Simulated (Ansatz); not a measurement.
System: TaN, space group P-62m, 6 atoms in the cell.

```cif
data_structure
_symmetry_space_group_name_H-M 'P 1'
_symmetry_Int_Tables_number 1
_cell_length_a 5.1960
_cell_length_b 5.1960
_cell_length_c 2.9110
_cell_angle_alpha 90.000
_cell_angle_beta 90.000
_cell_angle_gamma 120.000
_cell_volume 68.06
loop_
_atom_site_label
_atom_site_type_symbol
_atom_site_fract_x
_atom_site_fract_y
_atom_site_fract_z
_atom_site_occupancy
Ta1 Ta 0.00000 0.00000 0.00000 1
Ta2 Ta 0.66667 0.33333 0.50000 1
Ta3 Ta 0.33333 0.66667 0.50000 1
N1 N 0.00000 0.39285 0.00000 1
N2 N 0.60715 0.60715 0.00000 1
N3 N 0.39285 0.00000 0.00000 1
```

Level of theory: PBEsol, Ansatz PAW, spin-orbit coupling, no magnetisation, 6×6×9 k mesh, 420 eV cutoff, Fermi-Dirac smearing of 0.05 eV; code Ansatz 0.2.0.

Predict the main features of the band structure. The path is Γ–M–K–Γ–A–L–H–A|L–M|K–H.

A metal: 4 spinor bands cross the Fermi level along this path (the two partners of a degenerate pair count as two). Bands cross the Fermi level on Γ–M, K–Γ, Γ–A, A–L and H–A, and not on M–K, L–H, L–M and K–H. At A the nearest levels lie 2.78 eV below and 1.74 eV above the Fermi level.

The PAW data sets were made with another functional. The cell is at −4 GPa in this functional.

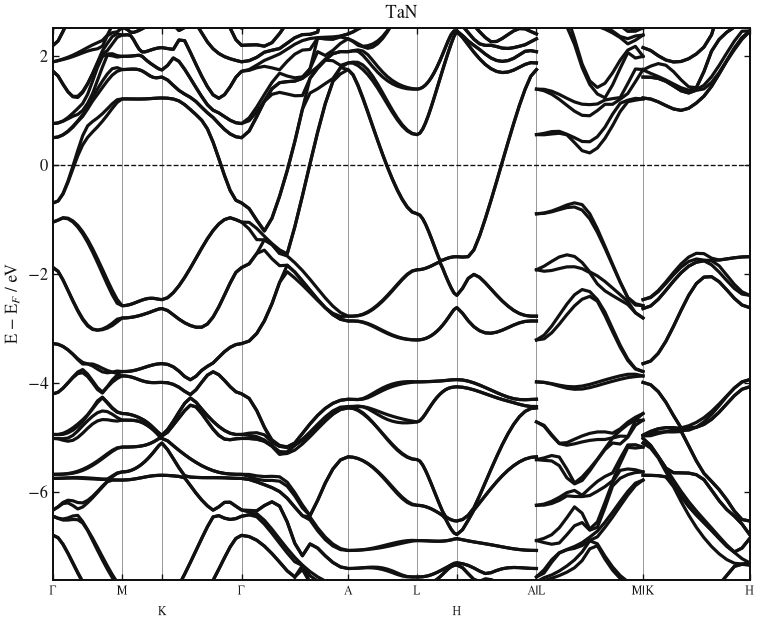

Band structure. Energies are counted from the Fermi level.
